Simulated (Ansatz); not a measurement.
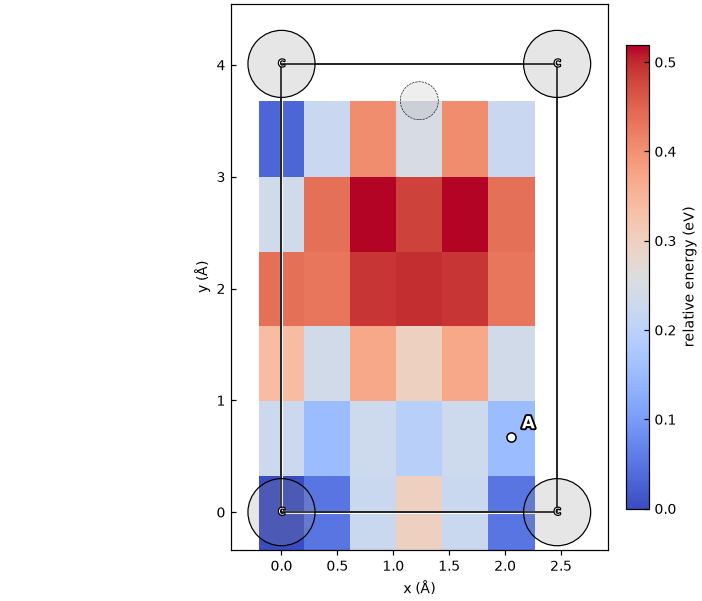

F on a C(011) slab cut from the Fmmm phase, its upper half relaxed before the scan (12 atoms of substrate and one adsorbate in a 2 × 1 cell). F is moved over the surface cell at a fixed height above a rigid substrate; the origin of the map has the adsorbate above C11; the height is held at 2.50 Å. Places are given modulo a cell vector. The map is drawn in real space over the plane of the surface. The scan uses a 6 × 6 grid; 24 points were computed and 12 follow by symmetry. Places are given in fractions of the 1 × 1 surface cell. Energies are in eV, from the lowest grid point. Energies and slopes of some neighbouring points disagree (a jump in structure or state, or too coarse a mesh). The magnetic moment jumps between some neighbouring points. At a fixed height the lowest place need not be the adsorption site. Theory: DFT PBE+D3(BJ), scalar-relativistic, plane waves, PAW (Ansatz 0.2.0). Settings: cutoff 420 eV, k-mesh 6×7×1, gaussian smearing 0.05 eV, spin-polarised.

The picture shows one coloured cell a grid point, labelled circles for the atoms of the top layer and small ones for the second layer, the outline of one cell of the plane, the point A.

**Is A at rest? If not, where is it pushed?**

A, at (5/6, 1/6) of the cell vectors, is not a stationary point. The computed force is 0.35 eV/Å in the plane, pointing down and right in the picture (components 0.17 and −0.30 eV/Å).

PAW datasets: the set soft_1.
